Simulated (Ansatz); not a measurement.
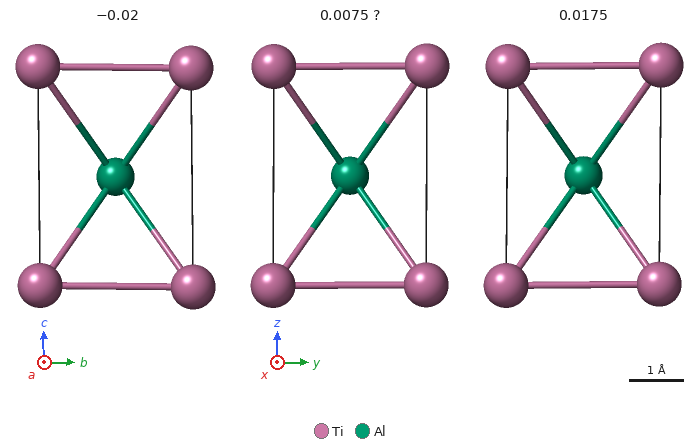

A scan of crystalline TiAl (P4/mmm): the cell is strained in shear in the yz plane, with the atoms kept at their fractional coordinates. x, y and z are the Cartesian axes of the input. The picture is a ball-and-stick view of the cell of the calculation, seen along the a axis.

These are results of DFT PBE, scalar-relativistic, plane waves, PAW in Ansatz 0.2.0, not measurements. Set-up: plane-wave cutoff 420 eV; k-point mesh 16 × 16 × 12; occupations gaussian; smearing width 0.15 eV; no spin polarisation. Energies (free energies at the smearing named) are counted from the cell as listed in its source, which wasn't relaxed.

```csv
engineering shear strain,ΔE (meV/atom)
−0.0200,2.24
−0.0100,0.56
0.0000,0.00
0.0025,0.04
0.0050,0.14
0.0075,?
0.0125,0.88
0.0150,1.26
0.0175,1.72
```

Fill in the missing row.

Answer. A straight line between the two neighbours gives 0.39 meV/atom. A cubic through the four nearest rows (0.0025, 0.0050, 0.0125, 0.0150) gives, with Lagrange weights, (−0.3000)(0.04) + (1.0000)(0.14) + (0.5000)(0.88) + (−0.2000)(1.26) = 0.32 meV/atom. The calculation gives 0.32 meV/atom, so the cubic is right to the digits shown and the straight line 0.07 meV/atom too high, as the curve bends upwards here.

The whole profile:

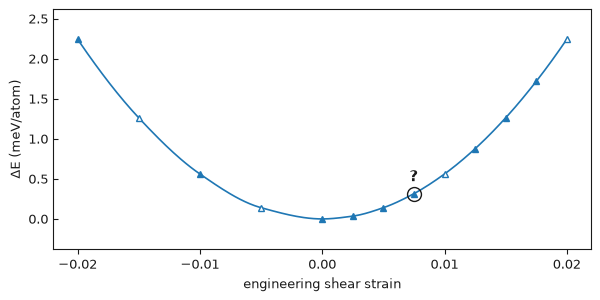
